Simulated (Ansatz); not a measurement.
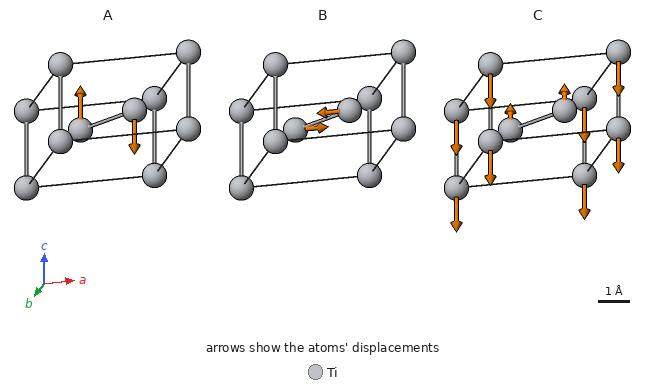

Modes of a crystal of Ti relaxed at 22 GPa, space group P6/mmm (No. 191), at the zone centre (one member of each degenerate set). The orange arrows give the relative displacements of the atoms. Style: ball-and-stick. Shown: the cell of the calculation, from a free direction.

All numbers below come from DFT PBE, scalar-relativistic, plane waves, PAW in Ansatz 0.2.0.

The frequencies depend somewhat on the k-mesh and the smearing.

Question: Give the symmetry species and the selection rules of each.

Answer: A is B₁g, silent by symmetry (neither infrared- nor Raman-active) (135 cm⁻¹). B is E₂g, Raman-active by symmetry (235 cm⁻¹). C is A₂u, infrared-active by symmetry (249 cm⁻¹). The crystal has a centre of inversion, so no mode is both. In a metal the free carriers screen the infrared response.
